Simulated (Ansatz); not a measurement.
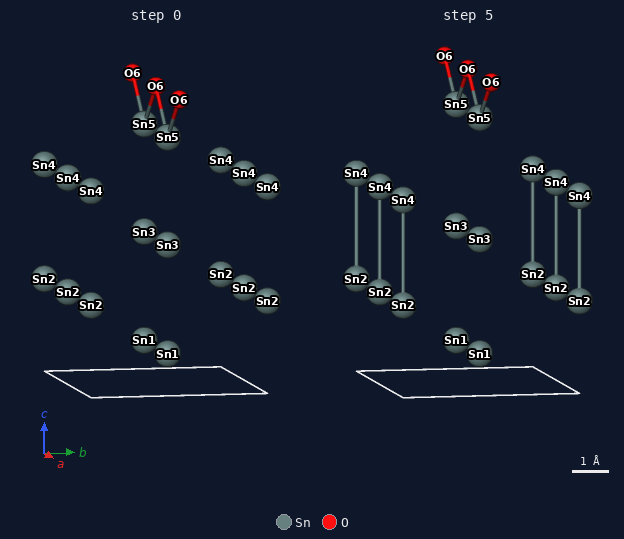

The structure of a slab of composition Sn5O (cut from the I4/mmm phase) before (left) and after (right) a constrained relaxation, at one scale.

A ball-and-stick model of the 2 × 1 repeat of the cell, outlined in the plane, without the vacuum, seen slightly off an axis.

Case: O put at a bridge Sn-Sn site. The slab is the (1 0 0) face of Sn with O on it. 2 atoms are held fixed.

These are results of DFT PBEsol, scalar-relativistic, plane waves, PAW (Ansatz 0.2.0), not measurements. Settings: plane-wave cutoff 420 eV; k-point mesh 9 × 6 × 1; occupations gaussian; smearing width 0.1 eV; no spin polarisation; dipole correction; atoms relaxed in a fixed cell; force threshold 0.03 eV/Å; at most 70 steps.

**Describe what moved and what it gained.**

The largest move is that of Sn5, 0.56 Å along the normal (+c). By element the largest moves are Sn 0.56 Å, O 0.49 Å. The cell stays as it was. Some distances before and after: Sn2–Sn4 3.236 → 2.985 Å, Sn5–O6 2.050 → 2.008 Å. Among the angles between lasting bonds that change: Sn5–O6–Sn5 104.2° → 107.3°, O6–Sn5–O6 104.2° → 107.3°. The energy falls by 0.209 eV per cell of the calculation in 4 accepted moves (5 points after the start). Largest force component: 1.3 eV/Å at the start, 0.02 eV/Å at the end. 1 step only repeated the SCF at the same geometry.

Limits of the set-up: the periodic images lie only 3.2 Å apart, so the values are limited by the cell's size.
